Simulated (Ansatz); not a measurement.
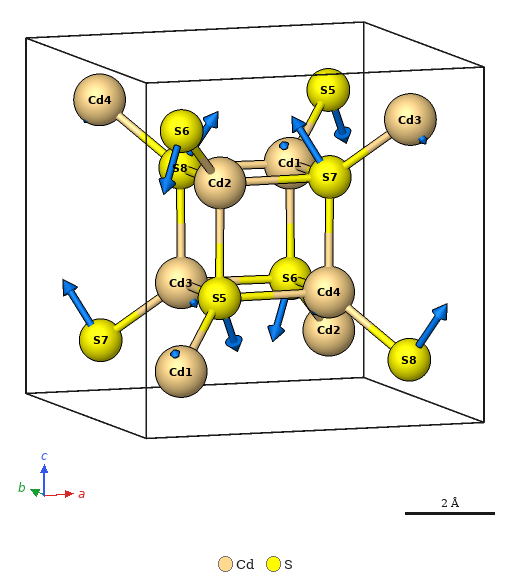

One vibrational mode of crystalline CdS (a generated structure) at the zone centre. The blue arrows give the relative displacements of the atoms. The picture is a ball-and-stick view of the conventional cell (2 times the calculation's cell), seen slightly off an axis. Lengths and directions refer to the drawn axes.

All numbers below come from Ansatz, DFT PBE, scalar-relativistic, plane waves, PAW.

Input file:
```yaml
crystal:
  lattice:
    - [-4.0423742092, 4.0423742092, 4.0423742092]
    - [4.0423742092, -4.0423742092, 4.0423742092]
    - [4.0423742092, 4.0423742092, -4.0423742092]
  atoms:
    - { symbol: Cd, position: [0.3214674958, 0.3214674958, 0.3214674958] }
    - { symbol: Cd, position: [0.0, 0.0, 0.6785325042] }
    - { symbol: Cd, position: [0.0, 0.6785325042, 0.0] }
    - { symbol: Cd, position: [0.6785325042, 0.0, 0.0] }
    - { symbol: S, position: [0.6738324858, 0.6738324858, 0.6738324858] }
    - { symbol: S, position: [0.0, 0.0, 0.3261675142] }
    - { symbol: S, position: [0.0, 0.3261675142, 0.0] }
    - { symbol: S, position: [0.3261675142, 0.0, 0.0] }
basis:
  ecutwfc: 420
kpoints:
  mp_grid: { grid: [6, 6, 6] }
hamiltonian:
  xc: pbe
scf:
  occupations: { method: fixed }
output:
  eigenvalues: true
phonons:
  method: dfpt
  dielectric: true
  rigid_motions: translations
  eigenvectors: true
```

Launched with:
```bash
ansatz run input.yaml --threads 1 --pin off --max-ram 2560MiB --backend cpu --events-out ev --progress --plain --runs-dir out
```

Frequencies are those without the non-analytic (LO–TO) term.

**Give the symmetry, activity and frequency of this mode.**

This is the E mode (doubly degenerate; one member of the set is drawn) at 23.0 meV, optical level 5 of 9, counted from below, Raman-active by symmetry. Atoms of one kind move against one another, with no net shift of any sublattice; it stretches the Cd–S bonds (2.62 Å); the kinetic energy is shared as S 92 %, Cd 8 %.
